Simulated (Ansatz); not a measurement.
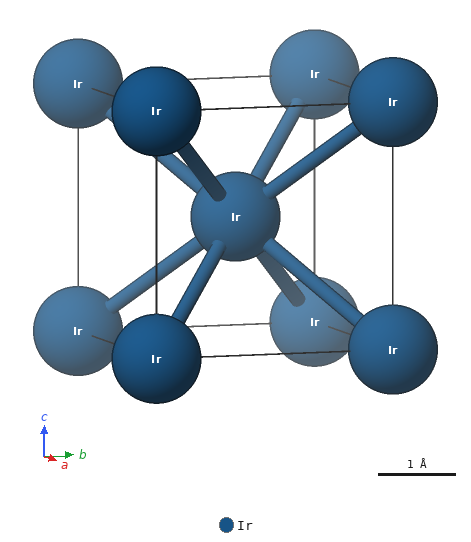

Fig. 1: The structure (ball-and-stick view of the cell 2 times as large as that of the calculation, set on its symmetry axes, seen slightly off an axis).

Single-point calculation, with input and output: Ir

The run: single-point calculation of Ir (Im-3m, 1 atom in the cell). Method and program: DFT, revPBE, plane waves (420 eV) with PAW, scalar-relativistic, no spin polarisation (Ansatz 0.2.0).

It belongs to a series of runs on one base structure; here: volume × 1.12.

### Input file
```yaml
crystal:
  lattice:
    - [-1.6207232612, 1.6207232612, 1.6207232612]
    - [1.6207232612, -1.6207232612, 1.6207232612]
    - [1.6207232612, 1.6207232612, -1.6207232612]
  atoms:
    - { symbol: Ir, position: [0.0, 0.0, 0.0] }
hamiltonian:
  xc: revpbe
  pseudopotentials:
    kind: paw
    azcp:
      Ir: "pseudopotentials/Ir.paw.azcp"
basis:
  ecutwfc: 420
  fft_grid_basis: typed
kpoints:
  mp_grid: { grid: [16, 16, 16], shift: [0, 0, 0] }
magnetization:
  spin_polarized: false
scf:
  occupations: { method: fermi_dirac, width: 0.1 }
  lower_state_search: "off"
output:
  stress: true
```

### The program's output
```
Engine: ansatz 0.2.0, aarch64-unknown-linux-gnu
Pseudopotentials: kind: paw
Pseudopotential: Ir, paw, valence charge 17, recommended cutoff 420 eV (normal), [file]
Functional definition: revPBE
  parameter kappa = 1.245
  parameter beta = 0.06672455060314922
  exchange = pbe_x(kappa = kappa, mu = beta*pi^2/3)
  correlation = pbe_c(beta = beta)
Crystal: 1 atoms, lattice volume = 17.029 Å³
Basis set: ecut = 420 eV, 321 PW (Γ)
Bands: 13, of which v1, the nominal top of the filled ones, is band 9 counted from 1 (8 counted from 0)
Symmetry: 48 space group operations
Space group: Im-3m (ITA 229), of the structure as read, at distance tolerance 2.6e-5 Å
k-points: 145 of 4096
Non-local potential: Ir, projectors of the file, l = 0: 3, l = 1: 2, l = 2: 2, l = 3: 1
PAW form: soft (Blöchl's): semilocal exchange-correlation on the pseudo side does not see the compensation charge
PAW frozen core: Ir, regenerated for the run's functional, and the local potential with it (the file was generated under x = pbe(κ = 0.804, μ = 0.2195149727645171), c = pbe(β = 0.06672455060314922))
PAW one-centre angular grid: Ir, 590 points (default); XC on 64 Gauss nodes
Initial density: superposition of atomic densities (neutral atoms: chi_scale 0, normalization atom), corrected by the library's trained network
Initial wavefunctions: pseudopotential atomic-orbital guess
Functional: x = revpbe(κ = 1.245, μ = 0.2195149727645171), c = pbe(β = 0.06672455060314922)
SCF iter   1: F=—  HF=-11944.130437 eV  |F-HF|=—  |Δ(HF+E_count)|=         —  Δρ=6.87e-3  dr2=2.63e-3  ethr=1.77e-3  ⟨swp⟩=5.0  Hψ=9506  notcnv=0
preconditioner: auto → none  [metal: Δε(μ)=0.007 eV  Ē_g=12.050 eV  σ=0.100 eV  W_gap=0.02  n_scr=0 (ndim 8)  ℏωp=27.0 eV  f_vac=0.000  D(μ)=2.88/eV (n_scr^D=54)]
SCF iter   2: F=—  HF=-11944.130796 eV  |F-HF|=—  |Δ(HF+E_count)|=   3.59e-4  Δρ=3.22e-3  dr2=3.70e-4  ethr=1.55e-5  ⟨swp⟩=2.3  Hψ=3875  notcnv=0
SCF iter   3: F=—  HF=-11944.131013 eV  |F-HF|=—  |Δ(HF+E_count)|=   2.18e-4  Δρ=1.44e-3  dr2=6.93e-5  ethr=2.18e-6  ⟨swp⟩=2.0  Hψ=2576  notcnv=0
SCF iter   4: F=—  HF=-11944.131090 eV  |F-HF|=—  |Δ(HF+E_count)|=   7.65e-5  Δρ=6.59e-5  dr2=1.92e-7  ethr=4.07e-7  ⟨swp⟩=2.0  Hψ=2429  notcnv=0
iter 5 did not close the SCF: its close was put off for the readings that it lacked (scf_convergence_deferred on its scf_iter line)
SCF iter   5: F=-11944.131090 eV  HF=-11944.131090 eV  |F-HF|=1.42e-9  |Δ(HF+E_count)|=   3.35e-7  Δρ=8.07e-6  dr2=3.73e-9  ethr=1.13e-9  ⟨swp⟩=2.7  Hψ=3261  notcnv=0
SCF iter   6: F=-11944.131090 eV  HF=-11944.131090 eV  |F-HF|=6.37e-11  |Δ(HF+E_count)|=  5.73e-10  Δρ=1.81e-6  dr2=1.62e-10  ethr=2.20e-11  ⟨swp⟩=1.0  Hψ=5760  notcnv=0
SCF 1 converged in 6 iterations: F = -11944.131090 eV  dr2 = 1.62e-10
  greatest PAW one-centre occupation: 1.000 electrons in one spin orbital (limit 2), on the Ir atom at site 0 (counted from 0), in its partial waves of l = 0
```

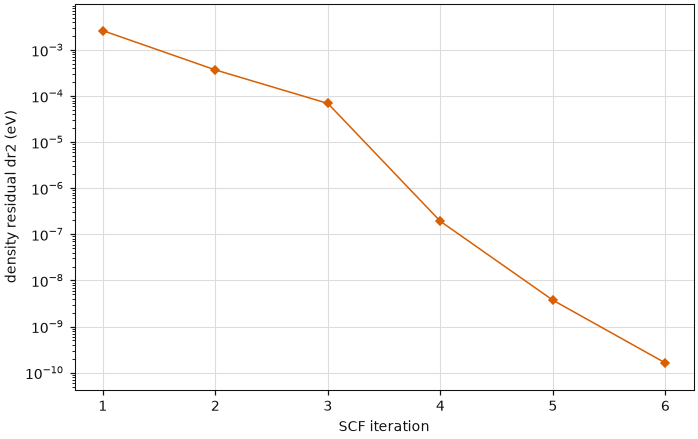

Fig. 2: Convergence of the self-consistent field: density residual dr2 against the SCF iteration. The residual falls at every step.

```
SCF converged after 6 iterations
Free energy (F): -11944.131090 eV
Harris-Foulkes:  -11944.131090 eV  (|F-HF|=6.37e-11)
Internal energy: -11944.042442 eV  (E = F + TS)
E sigma→0 (E₀):  -11944.086766 eV
Entropy (-TS):   -0.088648 eV (-88.648 meV/atom)
Fermi energy:    20.211172 eV
--- Per-component energies (eV) ---
  E_band       = -159.247091
  E_kinetic    = 618.672979
  E_local      = -1278.698087  (includes V_loc(G=0)·N_el)
  E_nonlocal   = 72.545183
  E_hartree    = 478.037323
  E_xc         = -265.737743
  E_vxc        = -296.703948  (∫ρ·V_xc dr)
  E_paw        = -9232.742886  (= ΣΔE_a)
  E_vpaw       = -231.137924  (= ΣTr[D̂ρ^β])
  E_aug_tail   = 0.000068  (compensation charges beyond the density's cutoff)
  E_ewald      = -2336.096085
  E_core_change = -0.023195  (= ΣΔE_core)
  E_smearing   = -0.088648  (= −TS)
  E_closure    = 0.000000  (closes the sum)
  Σ components = -11944.131090   (vs F -11944.131090, Δ=0.00e0)
--- Stress (GPa, compression-positive) ---
      -24.802885       0.000000       0.000000
       -0.000000     -24.802885       0.000000
        0.000000       0.000000     -24.802885
  P = ⅓ Tr σ = -24.8029 GPa (-248.029 kbar)
```

### Key numbers

| quantity | value |
| --- | --- |
| outcome | converged |
| space group (tolerance 0.01 Å) | Im-3m (229) |
| electrons treated | 17 |
| free energy | −11944.1311 eV |
| Fermi energy | 20.211 eV |
| pressure | −24.80 GPa |
| hardware | 2 threads of an Arm (aarch64) CPU, shared host |
| wall time | 0.88 s (CPU time 1.5 s) |
| peak memory | 0.27 GiB |

Spin–orbit coupling is left out, which matters for Ir. The cell is under a tension of 25 GPa at this level, so it is not at its equilibrium volume.
